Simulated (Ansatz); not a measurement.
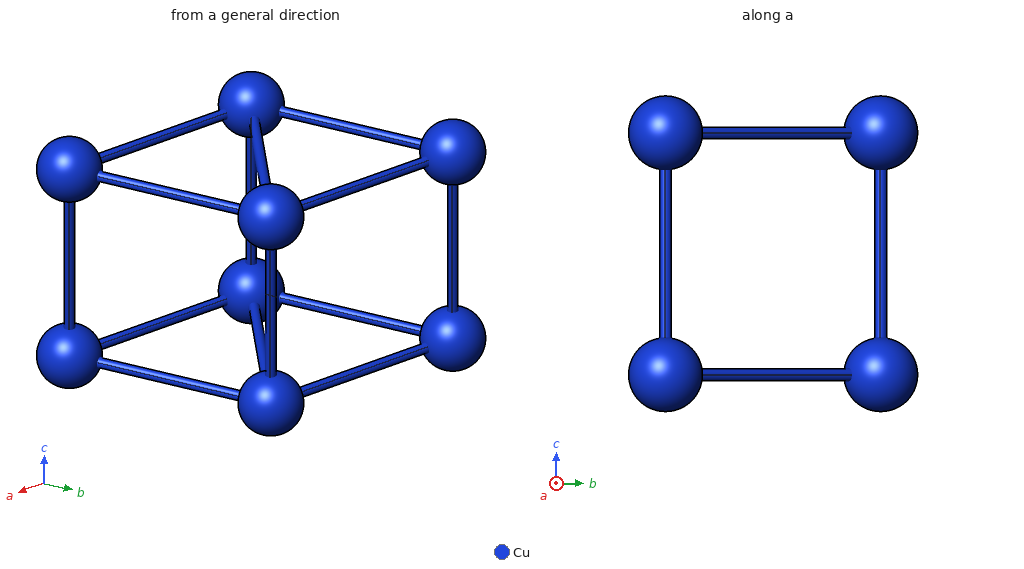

Ball-and-stick drawing of the structure, looking from a general direction and along the a axis. Thin lines show the conventional unit cell, with boundary atoms drawn in all their periodic places.

Lattice: a = 2.45 Å, b = 2.45 Å, c = 2.39 Å, α = 90.00°, β = 90.00°, γ = 120.00°.

The bonds drawn are Cu–Cu up to 2.67 Å (cut-off distances).

Question: How many atoms are there in one cell?

Answer: 1 (copper), counting shared atoms by their share.

Question: Which of the 230 space groups is it?

Answer: P6/mmm (No. 191), with Cu on 1a.

Question: Which prototype does it follow?

Answer: Simple hexagonal.

Question: What is the topology of the bonding, in broad terms?

Answer: The bonds build a three-dimensional framework.

The structure was taken from a textbook structure type filled with this element (whether it is the usual form wasn't checked). The final geometry of a relaxation with DFT r2SCAN, scalar-relativistic, plane waves, PAW in Ansatz 0.2.0 is shown.
